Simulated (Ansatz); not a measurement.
## Geometry relaxation, with input and output: Si24O47H (charge −1) (part 2 of 3)

Si24O47H (defect cell, 72 atoms in the cell, total charge −1); DFT, PBEsol, PAW, plane waves (Ansatz 0.2.0); cutoff 420 eV, 1×1×1 k-mesh, Fermi–Dirac smearing of 0.01 eV. 

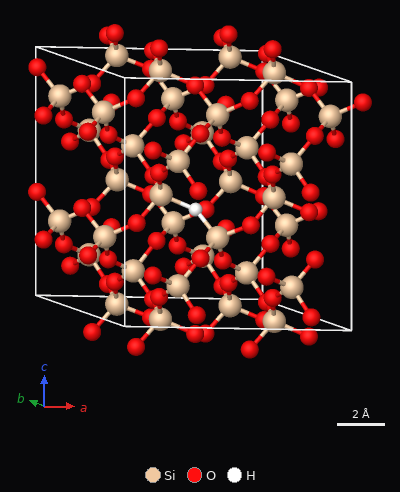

**Figure 1.** The starting structure (ball-and-stick view of the cell of the calculation, seen slightly off an axis; bonded neighbours outside the cell are drawn too).

### The program's output, continued
```
relax step   6: F+E_penalty+E_count = -41362.57738873 eV  Δ(F+E_penalty+E_count) = -5.918e-2 eV  max|allowed force component| = 3.619e-1 eV/Å  Δτ_max = 0.0909 Å  (5 SCF iters, dr2 threshold 1.00e-4 eV, accepted)
preconditioner: auto → Resta (q_TF=auto, 2.353 Å⁻¹)  ε∞=3.1  [insulator: Δε(μ)=2.175 eV  Ē_g=16.496 eV  σ=0.010 eV  W_gap=1.00  n_scr=212 (ndim 8)  ℏωp=23.8 eV  f_vac=0.104  D(μ)=0.00/eV (n_scr^D=0)  ε∞_Penn≈3.1]
relax step   7: F+E_penalty+E_count = -41362.61256321 eV  Δ(F+E_penalty+E_count) = -3.517e-2 eV  max|allowed force component| = 2.791e-1 eV/Å  Δτ_max = 0.1947 Å  (6 SCF iters, dr2 threshold 1.16e-5 eV, accepted)
preconditioner: auto → Resta (q_TF=auto, 2.353 Å⁻¹)  ε∞=3.1  [insulator: Δε(μ)=2.178 eV  Ē_g=16.489 eV  σ=0.010 eV  W_gap=1.00  n_scr=212 (ndim 8)  ℏωp=23.8 eV  f_vac=0.104  D(μ)=0.00/eV (n_scr^D=0)  ε∞_Penn≈3.1]
relax step   8: F+E_penalty+E_count = -41362.62765636 eV  Δ(F+E_penalty+E_count) = -1.509e-2 eV  max|allowed force component| = 1.802e-1 eV/Å  Δτ_max = 0.0374 Å  (5 SCF iters, dr2 threshold 6.89e-6 eV, accepted)
preconditioner: auto → Resta (q_TF=auto, 2.353 Å⁻¹)  ε∞=3.1  [insulator: Δε(μ)=2.262 eV  Ē_g=16.511 eV  σ=0.010 eV  W_gap=1.00  n_scr=212 (ndim 8)  ℏωp=23.8 eV  f_vac=0.103  D(μ)=0.00/eV (n_scr^D=0)  ε∞_Penn≈3.1]
relax step   9: F+E_penalty+E_count = -41362.64670681 eV  Δ(F+E_penalty+E_count) = -1.905e-2 eV  max|allowed force component| = 3.673e-1 eV/Å  Δτ_max = 0.2000 Å  (6 SCF iters, dr2 threshold 1.35e-5 eV, accepted)
preconditioner: auto → Resta (q_TF=auto, 2.353 Å⁻¹)  ε∞=3.1  [insulator: Δε(μ)=2.312 eV  Ē_g=16.490 eV  σ=0.010 eV  W_gap=1.00  n_scr=212 (ndim 8)  ℏωp=23.8 eV  f_vac=0.103  D(μ)=0.00/eV (n_scr^D=0)  ε∞_Penn≈3.1]
relax step  10: F+E_penalty+E_count = -41362.66901968 eV  Δ(F+E_penalty+E_count) = -2.231e-2 eV  max|allowed force component| = 1.901e-1 eV/Å  Δτ_max = 0.0917 Å  (5 SCF iters, dr2 threshold 5.62e-5 eV, accepted)
preconditioner: auto → Resta (q_TF=auto, 2.353 Å⁻¹)  ε∞=3.1  [insulator: Δε(μ)=2.409 eV  Ē_g=16.490 eV  σ=0.010 eV  W_gap=1.00  n_scr=212 (ndim 8)  ℏωp=23.8 eV  f_vac=0.103  D(μ)=0.00/eV (n_scr^D=0)  ε∞_Penn≈3.1]
relax step  11: F+E_penalty+E_count = -41362.69859235 eV  Δ(F+E_penalty+E_count) = -2.957e-2 eV  max|allowed force component| = 5.215e-1 eV/Å  Δτ_max = 0.1954 Å  (6 SCF iters, dr2 threshold 9.69e-6 eV, accepted)
preconditioner: auto → Resta (q_TF=auto, 2.353 Å⁻¹)  ε∞=3.1  [insulator: Δε(μ)=2.532 eV  Ē_g=16.486 eV  σ=0.010 eV  W_gap=1.00  n_scr=212 (ndim 8)  ℏωp=23.8 eV  f_vac=0.103  D(μ)=0.00/eV (n_scr^D=0)  ε∞_Penn≈3.1]
relax step  12: F+E_penalty+E_count = -41362.74215749 eV  Δ(F+E_penalty+E_count) = -4.357e-2 eV  max|allowed force component| = 8.387e-1 eV/Å  Δτ_max = 0.1933 Å  (5 SCF iters, dr2 threshold 7.29e-5 eV, accepted)
preconditioner: auto → Resta (q_TF=auto, 2.353 Å⁻¹)  ε∞=3.1  [insulator: Δε(μ)=2.696 eV  Ē_g=16.459 eV  σ=0.010 eV  W_gap=1.00  n_scr=212 (ndim 8)  ℏωp=23.8 eV  f_vac=0.103  D(μ)=0.00/eV (n_scr^D=0)  ε∞_Penn≈3.1]
relax step  13: F+E_penalty+E_count = -41362.80281156 eV  Δ(F+E_penalty+E_count) = -6.065e-2 eV  max|allowed force component| = 1.202e0 eV/Å  Δτ_max = 0.1856 Å  (6 SCF iters, dr2 threshold 1.00e-4 eV, accepted)
preconditioner: auto → Resta (q_TF=auto, 2.353 Å⁻¹)  ε∞=3.1  [insulator: Δε(μ)=2.925 eV  Ē_g=16.469 eV  σ=0.010 eV  W_gap=1.00  n_scr=212 (ndim 8)  ℏωp=23.8 eV  f_vac=0.104  D(μ)=0.00/eV (n_scr^D=0)  ε∞_Penn≈3.1]
relax step  14: F+E_penalty+E_count = -41362.94047188 eV  Δ(F+E_penalty+E_count) = -1.377e-1 eV  max|allowed force component| = 7.553e-1 eV/Å  Δτ_max = 0.1956 Å  (5 SCF iters, dr2 threshold 1.00e-4 eV, accepted)
preconditioner: auto → Resta (q_TF=auto, 2.353 Å⁻¹)  ε∞=3.1  [insulator: Δε(μ)=3.360 eV  Ē_g=16.464 eV  σ=0.010 eV  W_gap=1.00  n_scr=212 (ndim 8)  ℏωp=23.8 eV  f_vac=0.105  D(μ)=0.00/eV (n_scr^D=0)  ε∞_Penn≈3.1]
relax step  15: F+E_penalty+E_count = -41363.16611120 eV  Δ(F+E_penalty+E_count) = -2.256e-1 eV  max|allowed force component| = 6.127e-1 eV/Å  Δτ_max = 0.1954 Å  (6 SCF iters, dr2 threshold 1.00e-4 eV, accepted)
preconditioner: auto → Resta (q_TF=auto, 2.353 Å⁻¹)  ε∞=3.1  [insulator: Δε(μ)=3.885 eV  Ē_g=16.464 eV  σ=0.010 eV  W_gap=1.00  n_scr=212 (ndim 8)  ℏωp=23.8 eV  f_vac=0.107  D(μ)=0.00/eV (n_scr^D=0)  ε∞_Penn≈3.1]
relax step  16: F+E_penalty+E_count = -41363.31679101 eV  Δ(F+E_penalty+E_count) = -1.507e-1 eV  max|allowed force component| = 5.909e-1 eV/Å  Δτ_max = 0.1950 Å  (6 SCF iters, dr2 threshold 1.00e-4 eV, accepted)
preconditioner: auto → Resta (q_TF=auto, 2.353 Å⁻¹)  ε∞=3.1  [insulator: Δε(μ)=3.776 eV  Ē_g=16.495 eV  σ=0.010 eV  W_gap=1.00  n_scr=212 (ndim 8)  ℏωp=23.8 eV  f_vac=0.107  D(μ)=0.00/eV (n_scr^D=0)  ε∞_Penn≈3.1]
relax step  17: F+E_penalty+E_count = -41363.42073384 eV  Δ(F+E_penalty+E_count) = -1.039e-1 eV  max|allowed force component| = 4.401e-1 eV/Å  Δτ_max = 0.2000 Å  (6 SCF iters, dr2 threshold 1.00e-4 eV, accepted)
preconditioner: auto → Resta (q_TF=auto, 2.353 Å⁻¹)  ε∞=3.1  [insulator: Δε(μ)=3.629 eV  Ē_g=16.485 eV  σ=0.010 eV  W_gap=1.00  n_scr=212 (ndim 8)  ℏωp=23.8 eV  f_vac=0.107  D(μ)=0.00/eV (n_scr^D=0)  ε∞_Penn≈3.1]
relax step  18: F+E_penalty+E_count = -41363.45247248 eV  Δ(F+E_penalty+E_count) = -3.174e-2 eV  max|allowed force component| = 3.049e-1 eV/Å  Δτ_max = 0.1023 Å  (5 SCF iters, dr2 threshold 1.00e-4 eV, accepted)
preconditioner: auto → Resta (q_TF=auto, 2.353 Å⁻¹)  ε∞=3.1  [insulator: Δε(μ)=3.698 eV  Ē_g=16.484 eV  σ=0.010 eV  W_gap=1.00  n_scr=212 (ndim 8)  ℏωp=23.8 eV  f_vac=0.107  D(μ)=0.00/eV (n_scr^D=0)  ε∞_Penn≈3.1]
relax step  19: F+E_penalty+E_count = -41363.47267986 eV  Δ(F+E_penalty+E_count) = -2.021e-2 eV  max|allowed force component| = 1.883e-1 eV/Å  Δτ_max = 0.0859 Å  (5 SCF iters, dr2 threshold 4.46e-5 eV, accepted)
preconditioner: auto → Resta (q_TF=auto, 2.353 Å⁻¹)  ε∞=3.1  [insulator: Δε(μ)=3.731 eV  Ē_g=16.480 eV  σ=0.010 eV  W_gap=1.00  n_scr=212 (ndim 8)  ℏωp=23.8 eV  f_vac=0.107  D(μ)=0.00/eV (n_scr^D=0)  ε∞_Penn≈3.1]
relax step  20: F+E_penalty+E_count = -41363.48573729 eV  Δ(F+E_penalty+E_count) = -1.306e-2 eV  max|allowed force component| = 9.625e-2 eV/Å  Δτ_max = 0.0740 Å  (5 SCF iters, dr2 threshold 1.35e-5 eV, accepted)
preconditioner: auto → Resta (q_TF=auto, 2.353 Å⁻¹)  ε∞=3.1  [insulator: Δε(μ)=3.819 eV  Ē_g=16.497 eV  σ=0.010 eV  W_gap=1.00  n_scr=212 (ndim 8)  ℏωp=23.8 eV  f_vac=0.106  D(μ)=0.00/eV (n_scr^D=0)  ε∞_Penn≈3.1]
relax step  21: F+E_penalty+E_count = -41363.49728555 eV  Δ(F+E_penalty+E_count) = -1.155e-2 eV  max|allowed force component| = 2.506e-1 eV/Å  Δτ_max = 0.1908 Å  (7 SCF iters, dr2 threshold 2.42e-6 eV, accepted)
preconditioner: auto → Resta (q_TF=auto, 2.353 Å⁻¹)  ε∞=3.1  [insulator: Δε(μ)=3.771 eV  Ē_g=16.480 eV  σ=0.010 eV  W_gap=1.00  n_scr=212 (ndim 8)  ℏωp=23.8 eV  f_vac=0.106  D(μ)=0.00/eV (n_scr^D=0)  ε∞_Penn≈3.1]
relax step  22: F+E_penalty+E_count = -41363.50868131 eV  Δ(F+E_penalty+E_count) = -1.140e-2 eV  max|allowed force component| = 8.114e-2 eV/Å  Δτ_max = 0.0557 Å  (5 SCF iters, dr2 threshold 1.64e-5 eV, accepted)
preconditioner: auto → Resta (q_TF=auto, 2.353 Å⁻¹)  ε∞=3.1  [insulator: Δε(μ)=3.730 eV  Ē_g=16.498 eV  σ=0.010 eV  W_gap=1.00  n_scr=212 (ndim 8)  ℏωp=23.8 eV  f_vac=0.107  D(μ)=0.00/eV (n_scr^D=0)  ε∞_Penn≈3.1]
relax step  23: F+E_penalty+E_count = -41363.51642899 eV  Δ(F+E_penalty+E_count) = -7.748e-3 eV  max|allowed force component| = 2.409e-1 eV/Å  Δτ_max = 0.1059 Å  (8 SCF iters, accepted)
preconditioner: auto → Resta (q_TF=auto, 2.353 Å⁻¹)  ε∞=3.1  [insulator: Δε(μ)=3.772 eV  Ē_g=16.486 eV  σ=0.010 eV  W_gap=1.00  n_scr=212 (ndim 8)  ℏωp=23.8 eV  f_vac=0.107  D(μ)=0.00/eV (n_scr^D=0)  ε∞_Penn≈3.1]
SCF iter   4: F=—  HF=-41363.521995 eV  |F-HF|=—  |Δ(HF+E_count)|=   1.16e-3  Δρ=9.84e-5  dr2=6.44e-5  ethr=2.42e-7  ⟨swp⟩=2.0  Hψ=349  notcnv=0  defer=67
SCF iter   5: F=—  HF=-41363.522015 eV  |F-HF|=—  |Δ(HF+E_count)|=   2.02e-5  Δρ=2.82e-5  dr2=6.69e-6  ethr=1.70e-8  ⟨swp⟩=2.0  Hψ=344  notcnv=0  defer=67
SCF iter   6: F=-41363.522017 eV  HF=-41363.522017 eV  |F-HF|=4.84e-8  |Δ(HF+E_count)|=   2.13e-6  Δρ=1.37e-5  dr2=1.50e-6  ethr=1.60e-9  ⟨swp⟩=20.0  Hψ=2441  notcnv=0
SCF 24 converged in 6 iterations: F = -41363.522017 eV  dr2 = 1.50e-6
  greatest PAW one-centre occupation: 0.864 electrons in one spin orbital (limit 2), on the O atom at site 32 (counted from 0), in its partial waves of l = 0
relax step  24: F+E_penalty+E_count = -41363.52201726 eV  Δ(F+E_penalty+E_count) = -5.588e-3 eV  max|allowed force component| = 9.017e-2 eV/Å  Δτ_max = 0.0911 Å  (6 SCF iters, dr2 threshold 6.08e-6 eV, accepted)
SCF iter   1: F=—  HF=-41363.526110 eV  |F-HF|=—  |Δ(HF+E_count)|=         —  Δρ=8.84e-4  dr2=4.33e-3  ethr=1.25e-5  ⟨swp⟩=3.0  Hψ=510  notcnv=0  defer=67
preconditioner: auto → Resta (q_TF=auto, 2.353 Å⁻¹)  ε∞=3.1  [insulator: Δε(μ)=3.762 eV  Ē_g=16.486 eV  σ=0.010 eV  W_gap=1.00  n_scr=212 (ndim 8)  ℏωp=23.8 eV  f_vac=0.107  D(μ)=0.00/eV (n_scr^D=0)  ε∞_Penn≈3.1]
SCF iter   2: F=—  HF=-41363.525220 eV  |F-HF|=—  |Δ(HF+E_count)|=   8.91e-4  Δρ=4.69e-4  dr2=1.21e-3  ethr=1.14e-6  ⟨swp⟩=2.0  Hψ=306  notcnv=0  defer=67
SCF iter   3: F=—  HF=-41363.524984 eV  |F-HF|=—  |Δ(HF+E_count)|=   2.36e-4  Δρ=1.32e-4  dr2=1.10e-4  ethr=3.17e-7  ⟨swp⟩=2.0  Hψ=344  notcnv=0  defer=67
SCF iter   4: F=—  HF=-41363.524001 eV  |F-HF|=—  |Δ(HF+E_count)|=   9.83e-4  Δρ=3.17e-5  dr2=5.92e-6  ethr=2.90e-8  ⟨swp⟩=2.0  Hψ=346  notcnv=0  defer=67
SCF iter   5: F=-41363.524004 eV  HF=-41363.524004 eV  |F-HF|=3.51e-7  |Δ(HF+E_count)|=   2.63e-6  Δρ=1.11e-5  dr2=9.23e-7  ethr=3.00e-10  ⟨swp⟩=18.0  Hψ=2318  notcnv=0
SCF 25 converged in 5 iterations: F = -41363.524004 eV  dr2 = 9.23e-7
relax step  25: F+E_penalty+E_count = -41363.52400369 eV  Δ(F+E_penalty+E_count) = -1.986e-3 eV  max|allowed force component| = 4.760e-2 eV/Å  Δτ_max = 0.0151 Å  (5 SCF iters, dr2 threshold 1.14e-6 eV, accepted)
SCF iter   1: F=—  HF=-41363.526448 eV  |F-HF|=—  |Δ(HF+E_count)|=         —  Δρ=6.00e-4  dr2=2.04e-3  ethr=5.36e-6  ⟨swp⟩=3.0  Hψ=512  notcnv=0  defer=67
preconditioner: auto → Resta (q_TF=auto, 2.353 Å⁻¹)  ε∞=3.1  [insulator: Δε(μ)=3.755 eV  Ē_g=16.486 eV  σ=0.010 eV  W_gap=1.00  n_scr=212 (ndim 8)  ℏωp=23.8 eV  f_vac=0.107  D(μ)=0.00/eV (n_scr^D=0)  ε∞_Penn≈3.1]
SCF iter   2: F=—  HF=-41363.525987 eV  |F-HF|=—  |Δ(HF+E_count)|=   4.61e-4  Δρ=3.19e-4  dr2=5.74e-4  ethr=5.37e-7  ⟨swp⟩=2.0  Hψ=304  notcnv=0  defer=67
SCF iter   3: F=—  HF=-41363.525842 eV  |F-HF|=—  |Δ(HF+E_count)|=   1.46e-4  Δρ=7.18e-5  dr2=3.16e-5  ethr=1.51e-7  ⟨swp⟩=2.0  Hψ=340  notcnv=0  defer=67
SCF iter   4: F=—  HF=-41363.524914 eV  |F-HF|=—  |Δ(HF+E_count)|=   9.28e-4  Δρ=2.06e-5  dr2=2.47e-6  ethr=8.32e-9  ⟨swp⟩=2.0  Hψ=381  notcnv=0  defer=67
SCF iter   5: F=—  HF=-41363.524915 eV  |F-HF|=—  |Δ(HF+E_count)|=   8.99e-7  Δρ=5.35e-6  dr2=2.58e-7  ethr=6.50e-10  ⟨swp⟩=2.0  Hψ=340  notcnv=0  defer=67
SCF iter   6: F=-41363.524915 eV  HF=-41363.524915 eV  |F-HF|=6.18e-10  |Δ(HF+E_count)|=   8.64e-8  Δρ=2.62e-6  dr2=5.44e-8  ethr=2.63e-11  ⟨swp⟩=16.0  Hψ=2082  notcnv=0
SCF 26 converged in 6 iterations: F = -41363.524915 eV  dr2 = 5.44e-8
relax step  26: F+E_penalty+E_count = -41363.52491481 eV  Δ(F+E_penalty+E_count) = -9.111e-4 eV  max|allowed force component| = 2.074e-2 eV/Å  Δτ_max = 0.0110 Å  (6 SCF iters, accepted)
SCF converged after 6 iterations
Free energy (F): -41363.524915 eV
Harris-Foulkes:  -41363.524915 eV  (|F-HF|=6.18e-10)
Internal energy: -41363.524915 eV  (E = F + TS)
E sigma→0 (E₀):  -41363.524915 eV
Fermi energy:    6.829644 eV
--- Per-component energies (eV) ---
  E_band       = -1696.421490
  E_kinetic    = 9460.828982
  E_local      = -23440.140843  (includes V_loc(G=0)·N_el)
  E_nonlocal   = 2858.061149
  E_hartree    = 8398.751515
  E_xc         = -4778.815757
  E_vxc        = -5573.570553  (∫ρ·V_xc dr)
  E_paw        = -19187.663483  (= ΣΔE_a)
  E_vpaw       = -1799.215528  (= ΣTr[D̂ρ^β])
  E_aug_tail   = 0.120394  (compensation charges beyond the density's cutoff)
  E_ewald      = -14677.082860
  E_core_change = 2.415987  (= ΣΔE_core)
  E_smearing   = -0.000000  (= −TS)
  E_closure    = 0.000000  (closes the sum)
  E_deformation_potential = -11.604283  (in the stress; not in F)
  Σ components = -41363.524915   (vs F -41363.524915, Δ=0.00e0)
--- Forces (eV/Å), atoms counted from 1 ---
  atom   1  Si     0.01175016     0.00291036    -0.00240675
  atom   2  Si     0.00430215     0.01329661     0.00770206
  atom   3  Si    -0.00012447    -0.00315326     0.00869202
  atom   4  Si    -0.02073919     0.00506908    -0.00273965
  atom   5  Si    -0.01229142     0.00230112    -0.00920570
  atom   6  Si    -0.00011609    -0.00539768     0.00563056
  atom   7  Si    -0.00529391    -0.00381849     0.00626016
  atom   8  Si     0.01429078     0.00618113    -0.00978513
  atom   9  Si     0.00969350    -0.00300524    -0.00966670
  atom  10  Si    -0.00424949    -0.00401813     0.00876750
  atom  11  Si     0.00232658     0.00386444    -0.00935502
  atom  12  Si     0.00072629     0.00523765     0.01594492
  atom  13  Si     0.00798858    -0.00629599    -0.00884515
  atom  14  Si     0.00409715    -0.00327862    -0.00640403
  atom  15  Si    -0.00693972    -0.00022745     0.01826355
  atom  16  Si     0.01069332     0.00359653    -0.00942401
  atom  17  Si     0.00567965     0.01008324     0.00315298
  atom  18  Si    -0.01415806    -0.00677281    -0.00284207
  atom  19  Si     0.00021338     0.00015186     0.00110800
  atom  20  Si     0.00368635    -0.00466766     0.00066990
  atom  21  Si    -0.00434071    -0.00182062     0.00663421
  atom  22  Si     0.00696702     0.01669088     0.00291018
  atom  23  Si     0.00302098    -0.00193896     0.00041172
  atom  24  Si     0.01128965     0.01150797    -0.00427068
  atom  25  O     -0.00050975    -0.00396289     0.00326210
  atom  26  O     -0.00256879    -0.00260623    -0.00302723
  atom  27  O      0.00094377     0.00327888    -0.00167276
  atom  28  O      0.00212567    -0.00259698    -0.00195207
  atom  29  O      0.00688531     0.00012732    -0.00121124
  atom  30  O      0.00504054    -0.00692853     0.00302380
  atom  31  O     -0.00362155     0.00134869    -0.00233022
  atom  32  O     -0.01369244    -0.00726298     0.00428029
  atom  33  O     -0.00856515     0.00075186    -0.00401443
  atom  34  O      0.00206936     0.00465741    -0.00385614
  atom  35  O      0.00343480    -0.00196007    -0.00395912
  atom  36  O     -0.00241873    -0.00125841    -0.00214314
  atom  37  O      0.00269401     0.00448880     0.01108432
  atom  38  O      0.00365702     0.00331920    -0.01317874
  atom  39  O      0.00238964     0.00126879     0.00024445
  atom  40  O     -0.00343600    -0.00218782    -0.01095724
  atom  41  O     -0.00367121    -0.00629498    -0.00075602
  atom  42  O      0.00043556     0.00389558    -0.01237570
  atom  43  O     -0.00162892     0.00070792     0.00432544
  atom  44  O     -0.01043736     0.00151922     0.00234638
  atom  45  O     -0.00505210    -0.00228017    -0.01048540
  atom  46  O     -0.00395682    -0.00604059     0.00647188
  atom  47  O     -0.00102817    -0.00661882    -0.00393056
  atom  48  O      0.00355861     0.01144548     0.00855390
  atom  49  O     -0.00292049    -0.00383869    -0.00446286
  atom  50  O      0.00046885    -0.00079301     0.00043588
  atom  51  O      0.00365487    -0.00073382    -0.00199734
  atom  52  O     -0.00761581    -0.00632197     0.00091467
  atom  53  O     -0.00383024     0.00013452     0.00594019
```
